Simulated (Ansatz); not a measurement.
Input of the run:

```
crystal:
  lattice:
    - [4.3823071498, 0.0, 0.0]
    - [-2.1911535749, 3.7951893189, 0.0]
    - [0.0, 0.0, 31.164417219]
  atoms:
    - { symbol: Bi, position: [0.3333333333, 0.6666666667, 0.2533288362] }
    - { symbol: Te, position: [0.6666666667, 0.3333333333, 0.3046957082] }
    - { symbol: Te, position: [0.0, 0.0, 0.379844058] }
    - { symbol: Bi, position: [0.3333333333, 0.6666666667, 0.43603111] }
    - { symbol: Te, position: [0.6666666667, 0.3333333333, 0.4999999998] }
    - { symbol: Bi, position: [0.0, 0.0, 0.563968892] }
    - { symbol: Te, position: [0.3333333333, 0.6666666667, 0.6201559422] }
    - { symbol: Te, position: [0.6666666667, 0.3333333333, 0.6953042911] }
    - { symbol: Bi, position: [0.0, 0.0, 0.7466711623] }
basis:
  ecutwfc: 420
kpoints:
  mp_grid: { grid: [9, 9, 1] }
  band_path:
    path:
      - [0.5, 0, 0]
      - [0, 0, 0]
      - [0.3333333333333, 0.3333333333333, 0]
      - [0.5, 0, 0]
    npoints: 12
hamiltonian:
  xc: pbesol
scf:
  occupations: { method: gaussian, width: 0.05 }
  n_extra_bands: 48
output:
  forces: true
  eigenvalues: true
  populations: true
  fatbands: true
  write_density: true
  write_potential: true
  elf: true
  volumetric_format: npy
magnetization:
  noncollinear: true
  spin_orbit: true
efield:
  axis: 3
  dipole_correction: true
  ramp_width: 0.04
```

Launched with:
```bash
ansatz run input.yaml --threads 4 --pin off --max-ram 10240MiB --backend cpu --events-out ev --progress --plain --runs-dir out
```

What does the potential across the slab give for the work function?

The work function is 3.59 eV, the same on both faces. The two vacuum levels agree, so the slab has no net dipole along its normal. The outermost atoms are 15.4 Å apart, which leaves 15.8 Å of vacuum in a cell 31.2 Å high.

The atoms aren't at rest in this cell (largest force 0.5 eV/Å), so the relaxed material can differ.

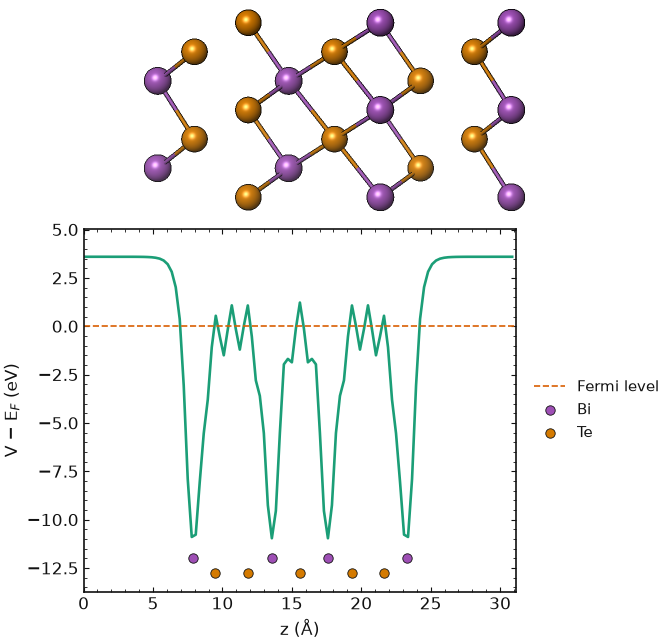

Plane-averaged electrostatic potential energy of an electron across the slab; circles at the bottom mark the heights of the atoms. The structure is drawn too.
